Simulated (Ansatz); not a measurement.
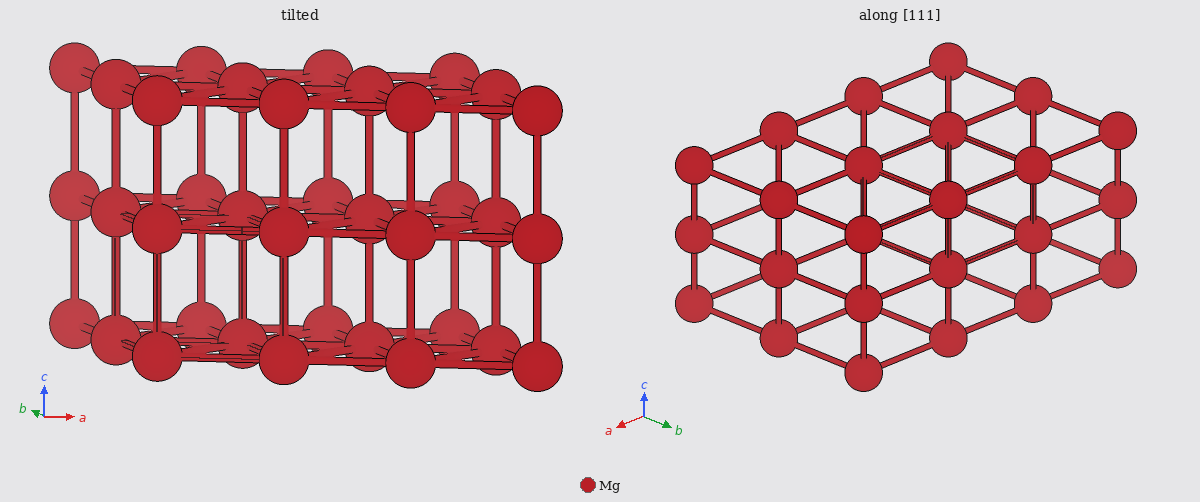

Ball-and-stick representation of a periodic structure, projected slightly off an axis and along [111]. One conventional unit cell is drawn solid; the view covers 3×2×2 cells. Cell: a = 2.976 Å, b = 2.976 Å, c = 2.971 Å, α = 90.00°, β = 90.00°, γ = 120.00°.

State composition, symmetry and coordination.

- The element is magnesium.
- Space group P6/mmm (No. 191), lattice primitive hexagonal.
- This arrangement goes by the name simple hexagonal.
- The cell holds one atom.
- About every Mg there are eight Mg at about 3.0 Å.
- The bonds build a three-dimensional framework.

The initial geometry was a structure listed in the Materials Project. The cell was then strained or its atoms displaced on purpose. It went into a calculation with Ansatz.
